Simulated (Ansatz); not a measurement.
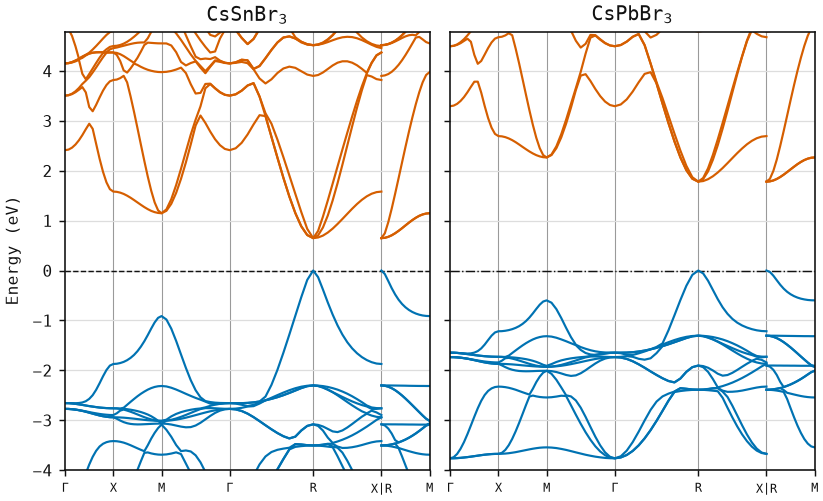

Band structures of two compounds with space group Pm-3m and 5 atoms in the cell that differ in one element, each in its own cell. Zero is the valence-band top, or the Fermi level for a metal. Level of theory: DFT PBE, scalar-relativistic, plane waves, PAW, no spin polarisation; code Ansatz.

> What does putting Pb in place of Sn do to the gap?

Gaps along the path: CsSnBr3 0.65 eV (direct), at 41.0 Å³ per atom; CsPbBr3 1.78 eV (direct), at 43.3 Å³ per atom. Going from Sn to the heavier Pb widens the gap by 1.13 eV.

Spin-orbit coupling is left out, which matters for Pb.
